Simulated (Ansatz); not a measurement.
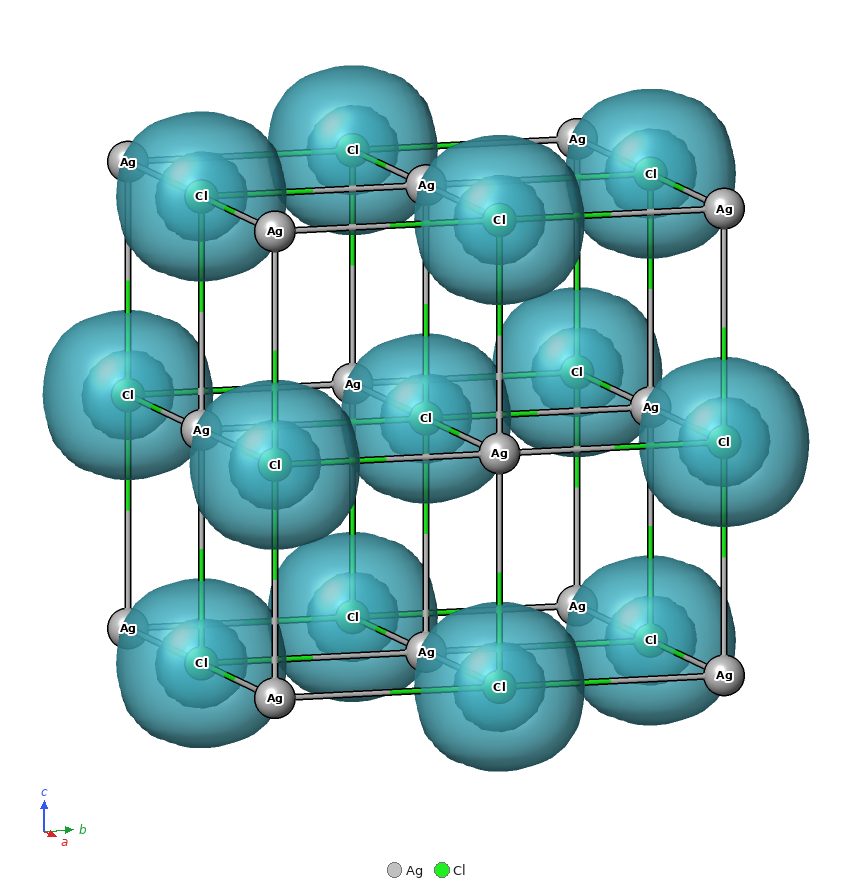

AgCl. Isosurface of the electron localisation function at 0.8 (cyan), seen slightly off an axis. Only the valence region is drawn (cores and ρ < 0.01 e/Å³ removed). Sticks mark near contacts.

Space group Fm-3m; computed pressure about 4 GPa in this cell.

All numbers below come from Kohn-Sham DFT of a periodic cell, HSE06 form with a typed share of exact exchange, Ansatz PAW (Ansatz 0.2.0).

In a PAW calculation such maps are meaningful between the atoms, not at the nuclei.

**Where are the electrons localised?**

The ELF exceeds this value in four regions wrapped around Cl (the valence shell of each), counted in one cell of 8 atoms. Any copies at cell faces, edges or corners count once. Profiles from the grid: Ag–Cl (2.73 Å): the ELF peaks at about 0.85 in the valence shell of Cl, 0.8 Å from its nucleus, and drops to about 0.10 between the two atoms: no shared electron pair shows on this line.

**Metal or insulator at this level of theory?**

It is gapped, with a Kohn–Sham gap of 2.2 eV on the k-point mesh (the band edges may lie off the mesh, which would make the gap smaller).
